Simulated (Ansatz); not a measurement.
## Run report: WS$_{2}$, geometry relaxation

WS$_{2}$ (P6₃/mmc, 6 atoms in the cell), computed with DFT PBE, scalar-relativistic, plane waves, PAW, no spin polarisation (Ansatz 0.2.0).

The structure derives from a Materials Project entry. Figures and captions count atoms from 1; the log counts them from 0 in places.

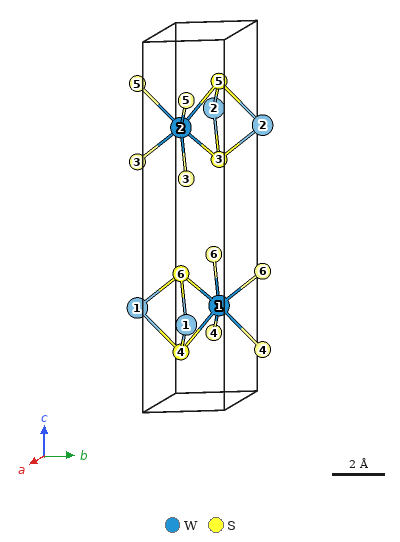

**Figure 1.** The input geometry (ball-and-stick view of the cell of the calculation, seen slightly off an axis; neighbours outside the cell are drawn fainter; atoms are numbered from 1 in the order of the input).

Input:
```yaml
crystal:
  lattice:
    - [3.187775174, 2.9e-09, 0.0]
    - [-1.5938875895, 2.7606942808, 0.0]
    - [0.0, 0.0, 14.8712784403]
  atoms:
    - { symbol: W, position: [0.3333333333, 0.6666666667, 0.25] }
    - { symbol: W, position: [0.6666666667, 0.3333333333, 0.75] }
    - { symbol: S, position: [0.3333333333, 0.6666666667, 0.6443541067] }
    - { symbol: S, position: [0.6666666667, 0.3333333333, 0.1443541067] }
    - { symbol: S, position: [0.3333333333, 0.6666666667, 0.8556458933] }
    - { symbol: S, position: [0.6666666667, 0.3333333333, 0.3556458933] }
basis:
  ecutwfc: 420
kpoints:
  mp_grid: { grid: [12, 12, 2] }
hamiltonian:
  xc: pbe
scf:
  occupations: { method: gaussian, width: 0.02 }
output:
  forces: true
  stress: true
  eigenvalues: true
  write_density: true
  write_potential: true
  elf: true
  volumetric_format: npy
relax:
  adjacent_minimum: "off"
  f_tol: 0.005
  max_steps: 80
  cell: { stress_tol: 0.05 }
```

Machine: 4 threads of AMD EPYC (Zen 3), 189 GiB of memory available, shared host.

Launch command:
```bash
ansatz run input.yaml --threads 4 --pin off --max-ram 8192MiB --backend cpu --events-out ev --progress --plain --runs-dir out
```

What the program printed:
```
Engine: ansatz 0.2.0, x86_64-unknown-linux-gnu
Pseudopotentials: kind: paw
Pseudopotential: W, paw, valence charge 14, recommended cutoff 420 eV (normal), W.paw.azcp
Pseudopotential: S, paw, valence charge 6, recommended cutoff 420 eV (normal), S.paw.azcp
Functional definition: PBE
  parameter kappa = 0.804
  parameter beta = 0.06672455060314922
  exchange = pbe_x(kappa = kappa, mu = beta*pi^2/3)
  correlation = pbe_c(beta = beta)
Crystal: 6 atoms, lattice volume = 130.874 Å³
Basis set: ecut = 420 eV, 2593 PW (Γ), exchange–correlation on 48×48×200 points (8 copies of the dense FFT grid, shifted against one another)
Bands: 32, of which v1, the nominal top of the filled ones, is band 26 counted from 1 (25 counted from 0)
Symmetry: 24 space group operations
Space group: P63/mmc (ITA 194), of the structure as read, at distance tolerance 5.1e-5 Å
k-points: 38 of 288
Non-local potential: W, projectors of the file, l = 0: 3, l = 1: 2, l = 2: 2, l = 3: 1
Non-local potential: S, projectors of the file, l = 0: 2, l = 1: 2, l = 2: 2
PAW form: soft (Blöchl's): semilocal exchange-correlation on the pseudo side does not see the compensation charge
PAW one-centre angular grid: W, 590 points (default); XC on 64 Gauss nodes
PAW one-centre angular grid: S, 110 points (default); XC on 64 Gauss nodes
Initial density: superposition of atomic densities (neutral atoms: chi_scale 0, normalization atom), corrected by the library's trained network
Initial wavefunctions: pseudopotential atomic-orbital guess
Functional: x = pbe(κ = 0.804, μ = 0.2195149727645171), c = pbe(β = 0.06672455060314922)
SCF iter   1: F=—  HF=-24382.877005 eV  |F-HF|=—  |Δ(HF+E_count)|=         —  Δρ=5.27e-3  dr2=5.03e-2  ethr=1.77e-3  ⟨swp⟩=7.3  Hψ=5850  notcnv=0
preconditioner: auto → Resta (q_TF=auto, 2.339 Å⁻¹)  ε∞=6.5  [insulator: Δε(μ)=1.576 eV  Ē_g=8.268 eV  σ=0.020 eV  W_gap=1.00  n_scr=28 (ndim 8)  ℏωp=19.5 eV  f_vac=0.186  D(μ)=0.00/eV (n_scr^D=0)  ε∞_Penn≈6.5]
SCF iter   2: F=—  HF=-24382.878649 eV  |F-HF|=—  |Δ(HF+E_count)|=   1.64e-3  Δρ=2.68e-3  dr2=4.86e-3  ethr=9.67e-5  ⟨swp⟩=2.3  Hψ=2061  notcnv=0  defer=61
SCF iter   3: F=—  HF=-24382.881780 eV  |F-HF|=—  |Δ(HF+E_count)|=   3.13e-3  Δρ=1.33e-3  dr2=1.60e-3  ethr=9.35e-6  ⟨swp⟩=2.1  Hψ=1847  notcnv=0  defer=61
SCF iter   4: F=—  HF=-24382.883023 eV  |F-HF|=—  |Δ(HF+E_count)|=   1.24e-3  Δρ=1.58e-4  dr2=6.84e-5  ethr=3.07e-6  ⟨swp⟩=2.0  Hψ=1811  notcnv=0  defer=61
SCF iter   5: F=—  HF=-24382.882951 eV  |F-HF|=—  |Δ(HF+E_count)|=   7.13e-5  Δρ=5.70e-5  dr2=1.49e-5  ethr=1.32e-7  ⟨swp⟩=2.0  Hψ=1823  notcnv=0  defer=61
SCF iter   6: F=—  HF=-24382.882953 eV  |F-HF|=—  |Δ(HF+E_count)|=   1.30e-6  Δρ=2.36e-5  dr2=1.56e-6  ethr=2.86e-8  ⟨swp⟩=2.0  Hψ=1622  notcnv=0  defer=61
SCF iter   7: F=-24382.882954 eV  HF=-24382.882954 eV  |F-HF|=2.79e-8  |Δ(HF+E_count)|=   1.47e-6  Δρ=5.30e-6  dr2=5.78e-8  ethr=1.92e-10  ⟨swp⟩=13.6  Hψ=10288  notcnv=0
SCF 1 converged in 7 iterations: F = -24382.882954 eV  dr2 = 5.78e-8
  greatest PAW one-centre occupation: 1.000 electrons in one spin orbital (limit 2), on the W atom at site 1 (counted from 0), in its partial waves of l = 0
relax step   1: F+E_penalty+E_count = -24382.88295403 eV  Δ(F+E_penalty+E_count) = +0.000e0 eV  max|allowed force component| = 9.820e-6 eV/Å  Δτ_max = 0.0000 Å  P = -0.001 GPa  Ω = 130.874 Å³  (7 SCF iters, dr2 threshold 1.00e-7 eV, accepted)
Initial density: handed on by an earlier stage of this run
Initial wavefunctions: pseudopotential atomic-orbital guess (no wavefunctions were taken with the density)
iter 1 solved again at ethr=4.72e-7 eV; its pass at ethr=3.10e-3 eV (dr2=2.46e-4 eV) is discarded
SCF iter   1: F=—  HF=-24382.883045 eV  |F-HF|=—  |Δ(HF+E_count)|=         —  Δρ=5.36e-6  dr2=6.37e-8  ethr=4.72e-7  ⟨swp⟩=4.0  Hψ=9391  notcnv=0
eigensolver tolerance schedule: the retry pair's looser diagonalisation over-reported the residual by 3858.41 of it (diagonalisation noise at 1.43 of the residual, at the tolerance the schedule requests for it); recorded, not acted on — ethr = c·dr2/N_el stays at c = 1.0e-1
preconditioner: auto → Resta (q_TF=auto, 2.339 Å⁻¹)  ε∞=6.5  [insulator: Δε(μ)=1.628 eV  Ē_g=8.299 eV  σ=0.020 eV  W_gap=1.00  n_scr=28 (ndim 8)  ℏωp=19.5 eV  f_vac=0.185  D(μ)=0.00/eV (n_scr^D=0)  ε∞_Penn≈6.5]
SCF iter   2: F=—  HF=-24382.882954 eV  |F-HF|=—  |Δ(HF+E_count)|=   9.07e-5  Δρ=3.07e-6  dr2=1.52e-8  ethr=1.22e-10  ⟨swp⟩=3.7  Hψ=3027  notcnv=0
SCF iter   3: F=—  HF=-24382.882954 eV  |F-HF|=—  |Δ(HF+E_count)|=   2.56e-8  Δρ=1.39e-6  dr2=5.59e-9  ethr=2.92e-11  ⟨swp⟩=2.0  Hψ=1882  notcnv=0
SCF iter   4: F=—  HF=-24382.882954 eV  |F-HF|=—  |Δ(HF+E_count)|=   3.26e-9  Δρ=5.72e-7  dr2=7.17e-10  ethr=1.08e-11  ⟨swp⟩=2.0  Hψ=1688  notcnv=0
SCF iter   5: F=—  HF=-24382.882954 eV  |F-HF|=—  |Δ(HF+E_count)|=   1.57e-9  Δρ=1.54e-7  dr2=7.07e-11  ethr=1.38e-12  ⟨swp⟩=2.1  Hψ=1825  notcnv=0
SCF iter   6: F=-24382.882954 eV  HF=-24382.882954 eV  |F-HF|=7.28e-12  |Δ(HF+E_count)|=  5.46e-11  Δρ=8.41e-8  dr2=1.98e-11  ethr=1.00e-12  ⟨swp⟩=7.2  Hψ=5976  notcnv=0
SCF 2 converged in 6 iterations: F = -24382.882954 eV  dr2 = 1.98e-11
relax step   2: F+E_penalty+E_count = -24382.88295406 eV  Δ(F+E_penalty+E_count) = -2.635e-8 eV  max|allowed force component| = 6.772e-6 eV/Å  Δτ_max = 0.0000 Å  P = -0.001 GPa  Ω = 130.874 Å³  stress off target by 3.63e-3 GPa  SCF on the basis re-selected at this cell (its energy is not comparable with the rows above)  (6 SCF iters)
```

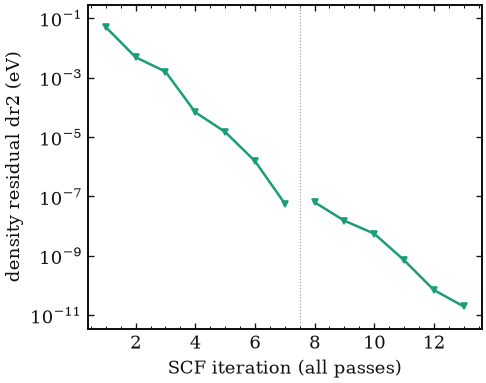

**Figure 2.** Convergence of the self-consistent field: density residual dr2 against the SCF iteration. The dotted lines part the SCF passes of the relaxation: geometry steps, rejected trials and re-solves on a re-selected basis. The passes take 7 and 6 iterations.

```
basis re-selected at this cell: Δ(F+E_penalty+E_count) = -2.635e-8 eV, ΔP = -0.000 GPa vs the last step (what re-selecting the basis moved, of the pressure what is left beyond the Pulay correction that the steps carried, after the strain that the cell walked since its last selection, with what the two solves' SCF thresholds leave and, on support functions, any second-order correction that the steps lacked; it is no measure of the basis error at this ecutwfc). This SCF's stress stands 3.63e-3 GPa from its target on what of the cell is left free (relax.cell.stress_tol is 5.00e-2 GPa) and its largest allowed force component is 6.77e-6 eV/Å (relax.f_tol is 5.00e-3 eV/Å): within both
SCF converged after 6 iterations
Free energy (F): -24382.882954 eV
Harris-Foulkes:  -24382.882954 eV  (|F-HF|=7.28e-12)
Internal energy: -24382.882954 eV  (E = F + TS)
E sigma→0 (E₀):  -24382.882954 eV
Fermi energy:    8.952556 eV
--- Per-component energies (eV) ---
  E_band       = -533.492752
  E_kinetic    = 1329.985191
  E_local      = -5419.344050  (includes V_loc(G=0)·N_el)
  E_nonlocal   = 114.493130
  E_hartree    = 2270.025894
  E_xc         = -923.279390
  E_vxc        = -828.637983  (∫ρ·V_xc dr)
  E_paw        = -19526.112662  (= ΣΔE_a)
  E_vpaw       = -270.040405  (= ΣTr[D̂ρ^β])
  E_aug_tail   = -0.000119  (compensation charges beyond the density's cutoff)
  E_ewald      = -2228.650948
  E_smearing   = -0.000000  (= −TS)
  E_closure    = -0.000000  (closes the sum)
  Σ components = -24382.882954   (vs F -24382.882954, Δ=0.00e0)
--- Forces (eV/Å), atoms counted from 1 ---
  atom   1  W      0.00000000     0.00000000     0.00000000
  atom   2  W      0.00000000    -0.00000000    -0.00000000
  atom   3  S     -0.00000000     0.00000000     0.00000677
  atom   4  S      0.00000000    -0.00000000     0.00000677
  atom   5  S     -0.00000000     0.00000000    -0.00000677
  atom   6  S      0.00000000    -0.00000000    -0.00000677
  max |Σ_I F_I| component: 5.78e-18 eV/Å
--- Stress (GPa, compression-positive) ---
       -0.003625       0.000000       0.000000
        0.000000      -0.003625      -0.000000
        0.000000      -0.000000       0.002872
  P = ⅓ Tr σ = -0.0015 GPa (-0.015 kbar)
--- Band table (eV; the first three rows and the last of 38) ---
  k-point 0: bands = ["-66.0054", "-66.0054", "-30.2773", "-30.2773", "-30.1294", "-30.1294", "-30.1294", "-30.1294", "-6.7732", "-6.7576", "-5.1591", "-5.1254", "1.5703", "1.7269", "5.1189", "5.1189", "5.1195", "5.1195", "5.5898", "6.1530", "6.3421", "6.3421", "6.3444", "6.3444", "7.7260", "8.1388", "10.8312", "10.8312", "10.8320", "10.8320", "10.9752", "10.9752"]
  k-point 1: bands = ["-66.0054", "-66.0054", "-30.2773", "-30.2773", "-30.1294", "-30.1294", "-30.1294", "-30.1294", "-6.7655", "-6.7655", "-5.1422", "-5.1422", "1.6463", "1.6463", "5.1192", "5.1192", "5.1192", "5.1192", "5.8465", "5.8465", "6.3433", "6.3433", "6.3433", "6.3433", "7.9605", "7.9605", "10.8316", "10.8316", "10.8316", "10.8316", "10.9807", "10.9807"]
  k-point 2: bands = ["-66.0043", "-66.0043", "-30.2733", "-30.2733", "-30.1518", "-30.1518", "-30.1346", "-30.1346", "-6.6600", "-6.6444", "-5.1169", "-5.0844", "1.7063", "1.8629", "4.8226", "4.8238", "5.2297", "5.2306", "5.2882", "5.6080", "6.1639", "6.1666", "6.4594", "6.6738", "7.6990", "8.0382", "10.6535", "10.7188", "10.7536", "10.7829", "10.8732", "10.8865"]
  k-point 37: bands = ["-65.9870", "-65.9870", "-30.3729", "-30.3729", "-30.3406", "-30.3406", "-30.2095", "-30.2095", "-4.3590", "-4.3590", "-4.2429", "-4.2429", "2.2383", "2.2383", "2.6361", "2.6361", "3.5030", "3.5030", "4.0827", "4.0827", "4.7367", "4.7367", "5.5962", "5.5962", "7.9581", "7.9581", "9.7669", "9.7669", "11.2922", "11.2922", "11.9627", "11.9627"]
--- Relaxed structure (1 steps of the walk, 1 accepted, 1 SCFs on fresh bases) ---
  F+E_penalty+E_count = -24382.88295406 eV   max|allowed force component| = 6.772e-6 eV/Å   (the final SCF, on the basis selected at the relaxed cell)
  cell:  # Å, volume = 130.8743 Å³
    - [3.187775174007298, 2.8933755657588842e-9, 0.0]
    - [-1.593887589509386, 2.760694280796992, 0.0]
    - [0.0, 0.0, 14.8712784403]
  atoms:
    - { symbol: W, position: [0.33333333333333337, 0.6666666666666667, 0.25000000000000006] }
    - { symbol: W, position: [0.6666666666666666, 0.33333333333333337, 0.75] }
    - { symbol: S, position: [0.33333333333333337, 0.6666666666666667, 0.6443541067000002] }
    - { symbol: S, position: [0.6666666666666666, 0.33333333333333337, 0.1443541067] }
    - { symbol: S, position: [0.33333333333333337, 0.6666666666666667, 0.8556458933000001] }
    - { symbol: S, position: [0.6666666666666666, 0.33333333333333337, 0.35564589330000007] }
```

Trajectory as extended XYZ (Å, eV, eV/Å), 2 frames, from step=1 to step=2:
```
6
Lattice="3.1878 0.0000 0.0000 -1.5939 2.7607 0.0000 0.0000 0.0000 14.8713" Properties=species:S:1:pos:R:3:forces:R:3 step=1 energy=-24382.88295 pressure_GPa=-0.00
W     0.0000    1.8405    3.7178    0.0000   0.0000   0.0000
W     1.5939    0.9202   11.1535    0.0000   0.0000   0.0000
S     0.0000    1.8405    9.5824    0.0000   0.0000   0.0000
S     1.5939    0.9202    2.1467    0.0000   0.0000   0.0000
S     0.0000    1.8405   12.7245    0.0000   0.0000   0.0000
S     1.5939    0.9202    5.2889    0.0000   0.0000   0.0000
6
Lattice="3.1878 0.0000 0.0000 -1.5939 2.7607 0.0000 0.0000 0.0000 14.8713" Properties=species:S:1:pos:R:3:forces:R:3 step=2 energy=-24382.88295 pressure_GPa=-0.00
W     0.0000    1.8405    3.7178    0.0000   0.0000   0.0000
W     1.5939    0.9202   11.1535    0.0000   0.0000   0.0000
S     0.0000    1.8405    9.5824    0.0000   0.0000   0.0000
S     1.5939    0.9202    2.1467    0.0000   0.0000   0.0000
S     0.0000    1.8405   12.7245    0.0000   0.0000   0.0000
S     1.5939    0.9202    5.2889    0.0000   0.0000   0.0000
```

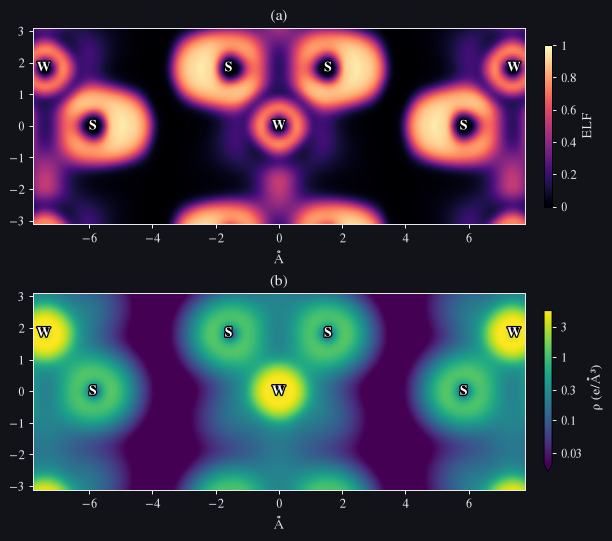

**Figure 3.** (a) electron localisation function; (b) valence pseudo-density on the (110) plane of the conventional cell. The plane passes through W and S nuclei. W–S (2.42 Å): ρ at the midpoint is about 0.62 e/Å³; the ELF is about 0.50 at the midpoint. Away from the nuclei the density in this plane falls to 0.003 e/Å³ at its lowest. The ELF has a maximum of about 0.55 in the space between the atoms. The strong features right at W lie inside the PAW spheres (semicore, d or f shells) and say nothing about bonding. The fields are those of the smooth PAW valence density.

Summary:

| quantity | value |
| --- | --- |
| outcome | converged |
| space group (tolerance 0.01 Å) | P6₃/mmc (194) |
| electrons treated | 52 |
| free energy | −24382.8830 eV |
| Fermi energy | 8.953 eV |
| gap on the k-point mesh | 1.63 eV |
| pressure | 0.00 GPa |
| final volume | 130.87 Å³ |
| largest force (length of the vector) at the end | under 0.001 eV/Å |
| final cell | a = 3.188 Å, b = 3.188 Å, c = 14.871 Å, α = 90.00°, β = 90.00°, γ = 120.00° |
| wall time | 18 s (CPU time 45 s) |
| peak memory | 0.55 GiB |

Notes:

Spin–orbit coupling is left out, which matters for W.
